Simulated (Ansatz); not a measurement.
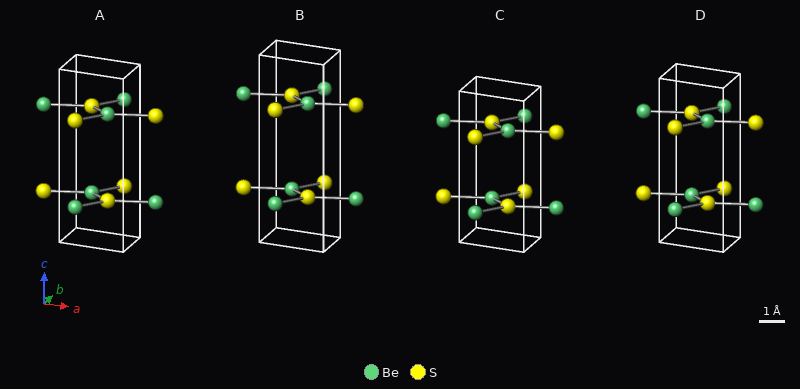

4 geometries from one relaxation of crystalline BeS (built on the h-MgO (five-fold) type), in shuffled order. Style: ball-and-stick. Shown: the cell of the calculation, slightly off an axis.

These are results of Ansatz 0.2.0, DFT, PBEsol, plane waves, PAW, not measurements. Settings: plane-wave cutoff 420 eV; k-point mesh 12 × 12 × 4; occupations fermi dirac; smearing width 0.02 eV; no spin polarisation; cell and atoms relaxed; force threshold 0.005 eV/Å.

Q: Order the frames from highest to lowest energy.

A: B, A, D, C. They are steps 0, 2, 3, 7, at +19.8 meV per atom, +9.5 meV per atom, +4.1 meV per atom relative to the last. The atoms keep their places relative to the cell (all moves are under 0.005 Å). Cell: a = b 3.460 → 3.471 Å (+0.3 %), c 7.704 → 6.215 Å (−19.3 %). Volume −18.8 %. Some distances before and after: Be–S 1.998 → 2.004 Å. The space group stays P6_3/mmc (No. 194). Over 6 accepted moves (7 points after the start) the energy falls by 19.8 meV per atom. All forces vanish by symmetry, so only the cell relaxes. The pressure goes from −1.20 to 0.00 GPa. The SCF was repeated once at an unchanged geometry on a basis and grid sized afresh for the cell, which shifted the energy by 0.1 meV per atom at most. The run took 27 s on 2 threads of AMD EPYC (Zen 3), with other jobs on the host, peak memory 0.39 GiB.

Limits of the set-up: layers or molecules are held without a dispersion correction, so their spacing is unreliable.
